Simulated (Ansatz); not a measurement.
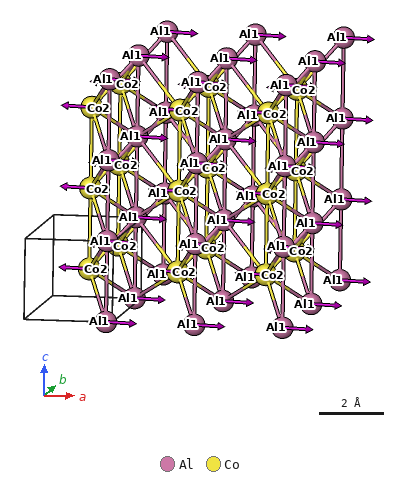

This is a relaxation of crystalline AlCo (set up in P1). The starting structure is drawn; purple arrows show the displacements, 5 times their true length.

Style: ball-and-stick. Shown: the cell of the calculation, repeated 3 × 2 × 3 with one cell outlined, slightly off an axis.

Case: all atoms moved at random, sigma 0.25 Å for each component, cell strained at random, sigma 0.03; relaxed back.

These are results of DFT PBEsol, scalar-relativistic, plane waves, PAW in Ansatz 0.2.0, not measurements. Settings: plane-wave cutoff 420 eV; k-point mesh 12 × 12 × 12; occupations gaussian; smearing width 0.15 eV; no spin polarisation; atoms relaxed in a fixed cell; force threshold 0.01 eV/Å; at most 80 steps.

### What happened in the run?

The energy falls by 324 meV per atom in 3 accepted moves (4 points after the start). Largest force component: 3.3 eV/Å at the start, 0.00014 eV/Å at the end. 1 step only repeated the SCF at the same geometry. The largest moves, 0.20 Å, are those of Al1 and Co2. Al1 goes roughly along [3 1 0]. Largest moves by element: Al 0.20 Å, Co 0.20 Å. The cell stays as it was. Among the contacts that change: Al1–Co2 2.714 → 2.404 Å, Al1–Co2 (another image) 2.826 → 2.543 Å, Al1–Co2 (another image) 2.122 → 2.404 Å, Al1–Co2 (another image) 2.295 → 2.543 Å. Within 0.06 Å the space group is P1 at the start and C2/m at the end; at a tighter tolerance small leftover displacements or strains of the cell lower it. The run took 58 s on 2 threads of Intel(R) Xeon(R) Platinum 8259CL CPU @ 2.50GHz (Skylake/Cascade Lake), with other jobs on the host, peak memory 0.69 GiB.

Limits of the set-up: an element that often carries a moment was run without spin polarisation.
